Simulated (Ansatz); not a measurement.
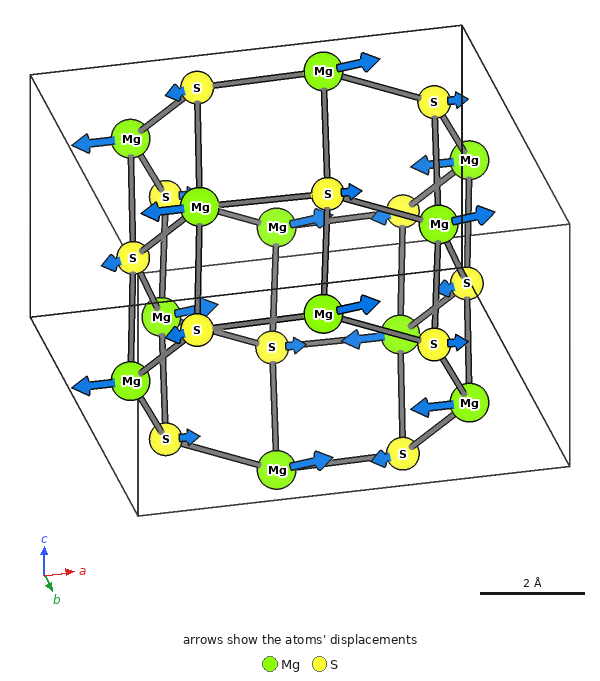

Phonons of solid MgS (a generated structure), at the zone centre. The optical levels lie at 79, 138, 144 (×2), 163, 190, 203, 213, 222 (×2), 238, 251, 259 (×2), 259 (×2), 306, 317 (×2), 323, 371 cm⁻¹. One mode is drawn. Displacements are drawn as blue arrows; their common scale and sign are arbitrary. Style: ball-and-stick. Shown: the conventional cell (2 times the calculation's cell), from a free direction. Lengths and directions refer to the drawn axes.

Theory: DFT PBE, scalar-relativistic, plane waves, PAW (Ansatz 0.2.0). Set-up: plane-wave cutoff 420 eV; k-point mesh 6 × 6 × 6; occupations fixed; no spin polarisation.

Frequencies are those without the non-analytic (LO–TO) term.

### To which level does it belong?

The level at 259 cm⁻¹. This is the E_u mode (doubly degenerate; one member of the set is drawn), optical level 12 of 16, counted from below, infrared-active by symmetry. It stretches the Mg–S bonds (2.52 Å); the kinetic energy is shared as Mg 76 %, S 24 %. Its infrared intensity is 0.084 (D/Å)²/amu for the set.
